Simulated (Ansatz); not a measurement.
```
Cu
1.0
     3.56337    0.00000    0.00000
     0.00000    3.56337    0.00000
     0.00000    0.00000    3.56337
Cu
4
Direct
  0.00000 0.00000 0.00000
  0.50000 0.50000 0.00000
  0.50000 0.00000 0.50000
  0.00000 0.50000 0.50000
```

Space group Fm-3m; computed without spin polarisation.

Level of theory: Ansatz 0.2.0, DFT PBEsol, scalar-relativistic, plane waves, PAW.

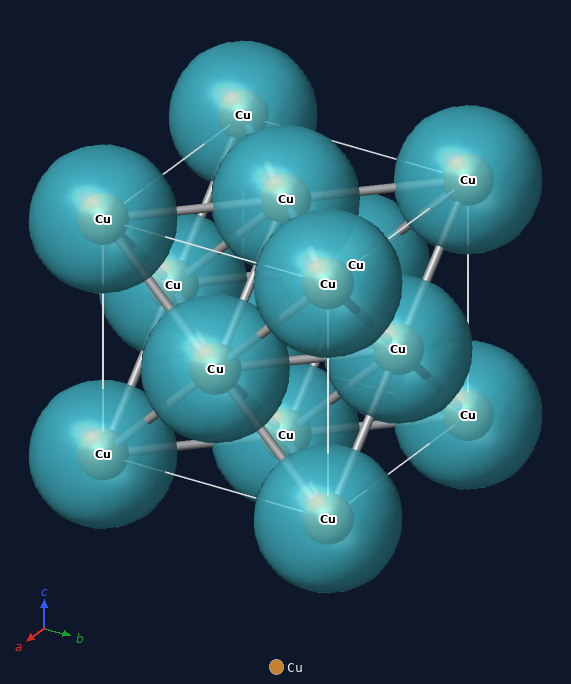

Cu. Isosurface of the valence charge density (pseudo) at 0.4 e/Å³ (cyan), seen at an oblique angle. Sticks mark near contacts.

In a PAW calculation such maps are meaningful between the atoms, not at the nuclei.

Q: How is the density connected at this value?

A: At this value the density breaks into separate islands; it holds about 90 % of the electrons treated as valence (semicore included). It bridges none of the near contacts. It is pinched off along the sampled Cu–Cu (2.52 Å) contacts. On the grid the lowest density along these lines, outside the cores, is 0.29 e/Å³ (Cu–Cu, 2.52 Å).

Q: Metal or insulator at this level of theory?

A: It is gapless in this calculation (a metal or semimetal).
